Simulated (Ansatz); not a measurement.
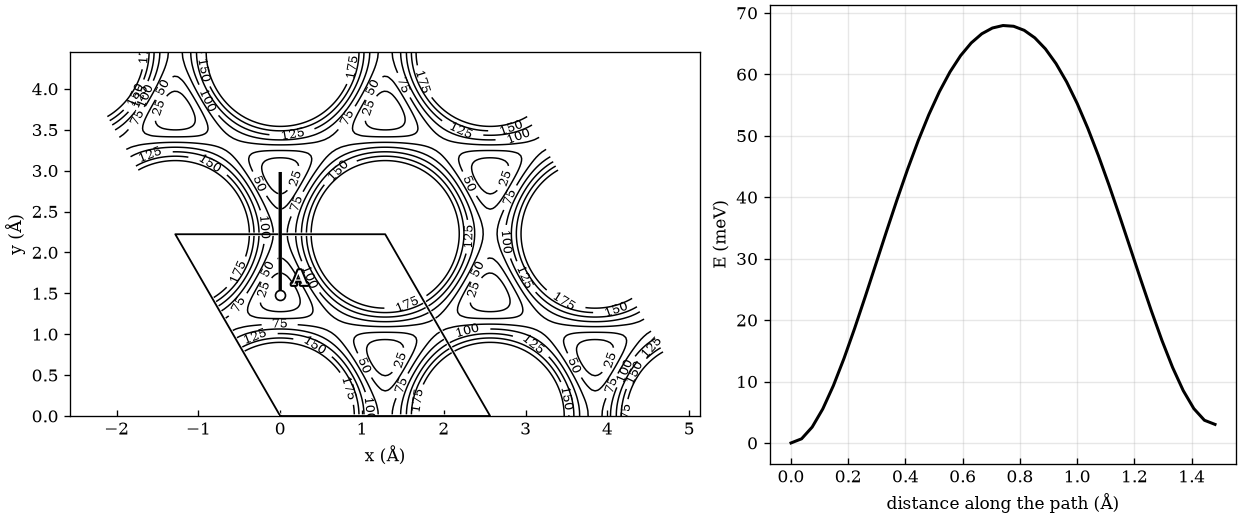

Cl on a Cu(111) slab cut from the Fm-3m phase, its upper half relaxed before the scan (12 atoms of substrate and one adsorbate in a 2 × 2 cell). Cl is moved over the surface cell; relaxed at each place: the height of the adsorbate's atoms; substrate rigid; the origin of the map has the adsorbate above Cu9. Places are given modulo a cell vector. The map is drawn in real space over the plane of the surface. The scan uses a 6 × 6 grid; 10 points were computed and 26 follow by symmetry. Places are given in fractions of the 1 × 1 surface cell. Energies are in meV, from the lowest grid point. All numbers below come from DFT PBE, scalar-relativistic, plane waves, PAW (Ansatz 0.2.0). Settings: cutoff 420 eV, k-mesh 6×6×1, gaussian smearing 0.1 eV, no spin polarisation.

Drawn: contour lines labelled in meV (none above 175), a line along the lowest path, the outline of one cell of the 2 × 2 shown, the energy along the path at the right, the start A. Between grid points the surface is interpolated.

Describe the path and its barrier.

Answer. The easiest path leads from the well at a threefold hollow over a second-layer Cu atom, (2/6, 4/6) of the cell vectors to the well at a threefold hollow over a third-layer Cu atom, (4/6, 2/6) of the cell vectors, about 3 meV higher. Its highest point lies about 68 meV above the bottom of the first well on the interpolated surface, at a bridge site between two Cu atoms, (3/6, 0/6) of the cell vectors. This is the barrier on the constrained surface; relaxing the other coordinates would change it.

PAW datasets: the set soft_1.
